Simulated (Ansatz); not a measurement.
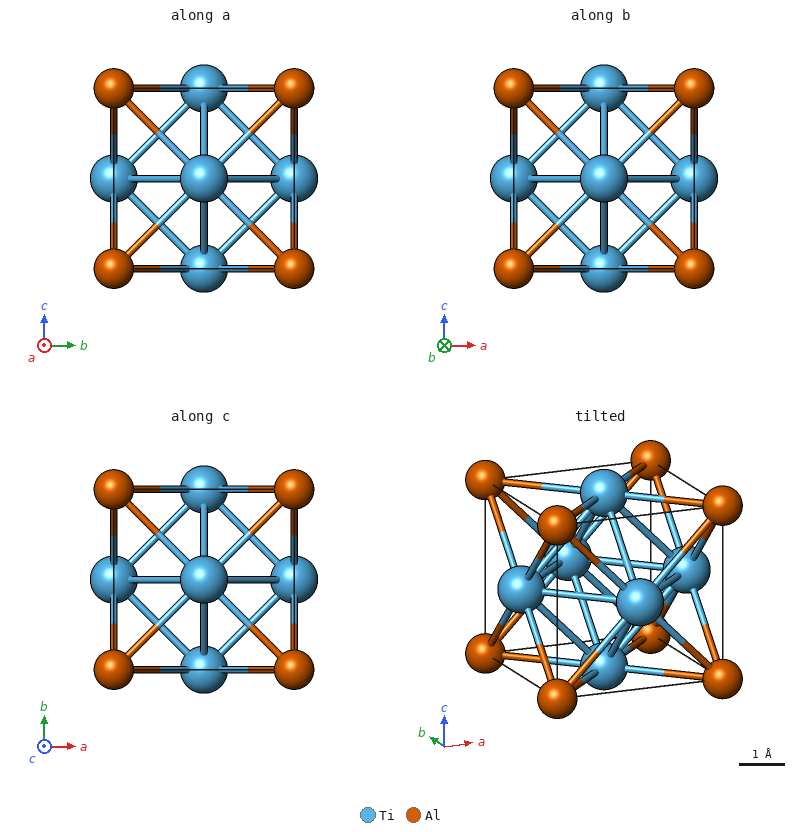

Ball-and-stick model, viewed along the a axis, along the b axis, along the c axis and slightly off an axis. One conventional unit cell is framed, with atoms on its boundary repeated.

Lattice parameters: a = 4.051 Å, b = 4.051 Å, c = 4.051 Å, α = 90.00°, β = 90.00°, γ = 90.00°. Put a along x and b in the xy plane.

> From the views, write a POSCAR file.

```
Ti Al
1.0
     4.051    0.000    0.000
     0.000    4.051    0.000
     0.000    0.000    4.051
Ti Al
3 1
Direct
  0.0000 0.5000 0.5000
  0.5000 0.0000 0.5000
  0.5000 0.5000 0.0000
  0.0000 0.0000 0.0000
```

Origin of the cell: a structure type filled with these elements by a generator (whether the compound takes this form wasn't checked). This is the structure after a relaxation with Ansatz 0.2.0, DFT PBE, scalar-relativistic, plane waves, PAW.
